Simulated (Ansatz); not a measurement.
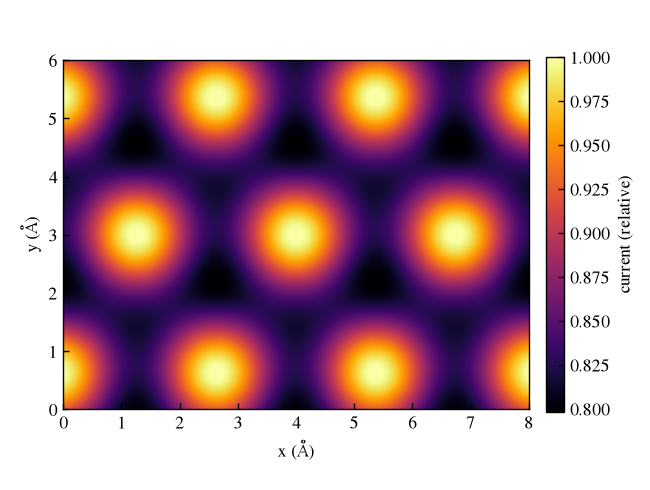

Simulated STM image (constant-height image 3.0 Å above the topmost atom, sample bias +0.50 V).

Tersoff–Hamann simulation (s-wave tip); biases are sample biases. Bias windows are sharp sums over the levels of the k mesh.

**Give the periodicity of the image.**

The pattern repeats on a hexagonal lattice with shortest vectors of 2.8 Å at 60° (or 120°), a cell of 6.6 Å².

The surface:

Pd(111) (Fm-3m bulk, 5 atomic planes (those closer than 0.6 Å count as one), 9 Å). The brightest spots lie over the top Pd atoms; the darkest points are over the sites above the Pd atoms 2.3 Å below the top plane.

The calculation used DFT PBE, scalar-relativistic, plane waves, PAW in Ansatz 0.2.0. Cutoff 420 eV, 24 × 24 k-points, Gaussian smearing 0.1 eV, dipole correction. The slab is a cut without reconstruction beyond its cell, at the source's lattice constants, with its lower half held fixed and the rest relaxed. No spin polarisation. The run couldn't confirm all of its levels under its output density. The run warns that the functional's potential is rough in the thin density of the vacuum, where the tip is; weak contrasts and barriers may feel it.
